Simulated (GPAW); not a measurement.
System: Br (space group Cmce).

Method: PAW DFT in plane waves, on a grid or in atomic orbitals, no spin polarisation; energies at scaled volumes of the given cell, shape and fractions fixed, counted from the fit's minimum, third-order Birch-Murnaghan fit (GPAW 26.7.0). All runs: no spin polarisation.

| setting | value |
| --- | --- |
| occupations | Fermi–Dirac |
| smearing width | 0.05 eV |
| wave cutoff | 600 eV |

Settings that differ: LDA: k mesh 6×6×3, potentials GPAW-PAW-data-sets-(gpaw-data-1.2.1); PBEsol: k mesh 7×7×3, potentials PAW-data-sets-made-by gpaw-setup-for-the-functional; r2SCAN: k mesh 6×6×3, potentials GPAW-PAW-data-sets-(gpaw-data-1.2.1).

Describe the result: the pressure against volume, with one curve for each functional. The cases: LDA; PBEsol; r2SCAN.

The fitted equilibrium volumes, smallest first, are LDA 32.910, PBEsol 34.490, r2SCAN 35.086 Å³/atom. The fitted bulk moduli, smallest first, are PBEsol 26.7, r2SCAN 27.3, LDA 31.4 GPa. For LDA, the pressure falls from 0.98 GPa at volume 31.95 Å³/atom to −2.30 GPa at 36.03 Å³/atom, and changes sign near 32.90 Å³/atom. For PBEsol, the pressure falls from 2.45 GPa at volume 31.95 Å³/atom to −1.06 GPa at 36.03 Å³/atom, and changes sign near 34.48 Å³/atom. For r2SCAN, the pressure falls from 3.19 GPa at volume 31.95 Å³/atom to −0.69 GPa at 36.03 Å³/atom, and changes sign near 35.07 Å³/atom.

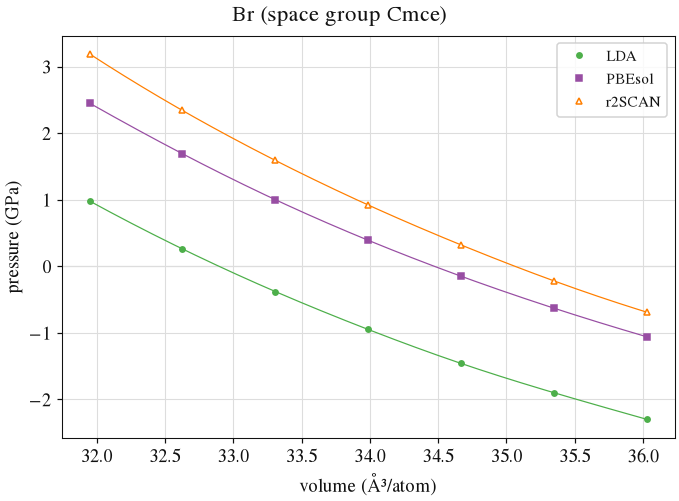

Limits of the calculation: shape and atomic fractions are frozen while scaling, which makes layered, chain and framework solids too stiff.
